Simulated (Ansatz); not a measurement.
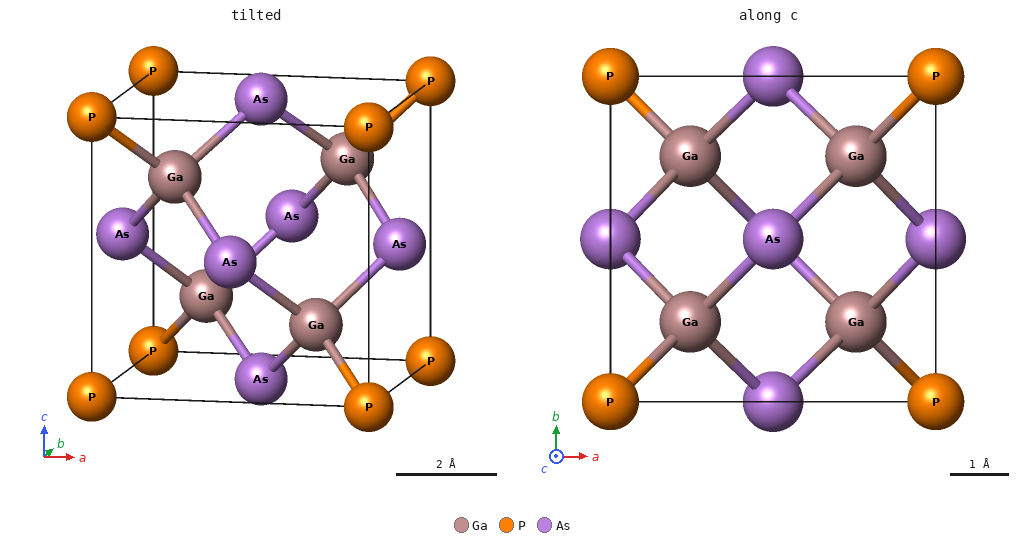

A ball-and-stick rendering, viewed slightly off an axis and along the c axis. Thin lines show the conventional unit cell, with boundary atoms drawn in all their periodic places. Cell: a = 5.68 Å, b = 5.68 Å, c = 5.68 Å, α = 90.00°, β = 90.00°, γ = 90.00°.

The cell started as a structure type filled with these elements by a generator (whether the compound takes this form wasn't checked). Earlier steps of the study may have refined or changed the cell and positions. A calculation with Ansatz used it as input.

> Notes on the structure:

Its composition is Ga₄As₃P. It is primitive cubic, space group P-43m (No. 215). Atoms per cell: 8 (4 Ga, 3 As, 1 P). Around each Ga lie three As and one P in a tetrahedral arrangement (about 2.5 Å to As, 2.4 Å to P). The coordination shell of P holds four Ga in a tetrahedral arrangement at about 2.4 Å. Each As atom has four Ga in a tetrahedral arrangement at about 2.5 Å around it. The bonds build a three-dimensional framework.

Computational set-up: Ansatz 0.2.0, DFT PBE, scalar-relativistic, plane waves, PAW, plane-wave cutoff 420 eV, Brillouin-zone sampling on a 6×6×6 mesh, Gaussian smearing of 0.02 eV, no spin polarisation.

> Is it conducting or gapped at this level?

A semiconductor at this level, with a gap of 0.49 eV, direct.

> State the Bader charges by element.

Ga +0.72 e; As -0.68 e; P -0.82 e.

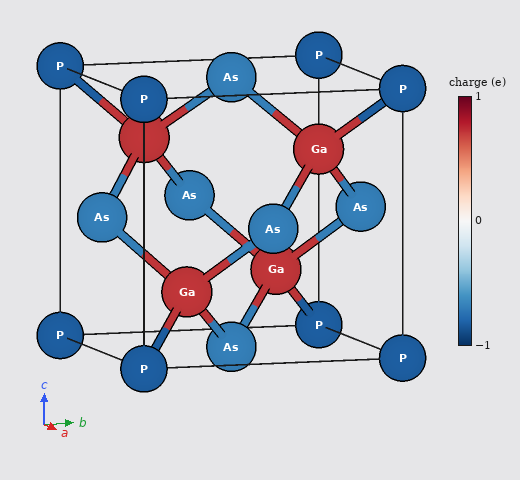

The atoms coloured by those charges. The run's cell of 8 atoms is drawn.

> Is this an equilibrium geometry for the method given?

Yes. The largest force is 0.01 eV/Å. The pressure is 0.0 GPa, close to zero.
